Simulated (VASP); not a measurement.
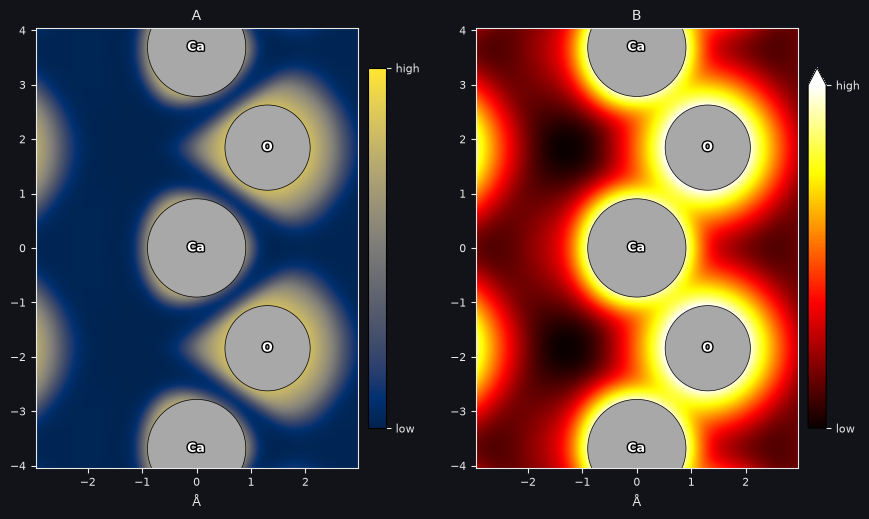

CaO: 2 fields on the (101) plane of the conventional cell, with unlabelled colour scales. Grey discs cover the atomic cores.

Space group F-43m; a generated structure, not necessarily the stable one.

These are results of Kohn-Sham DFT of a periodic cell, HSE06, VASP PAW PBE potentials, recommended in VASP, not measurements.

### The panels show electron localisation function and valence pseudo-density in some order. Assign them.

Panel A: electron localisation function. Panel B: valence pseudo-density. From the grid: Ca–O (2.26 Å): ρ is about 0.35 e/Å³ halfway; the ELF peaks at about 0.85 in the valence shell of O, 0.6 Å from its nucleus, and drops to about 0.10 between the two atoms (a largely ionic contact).
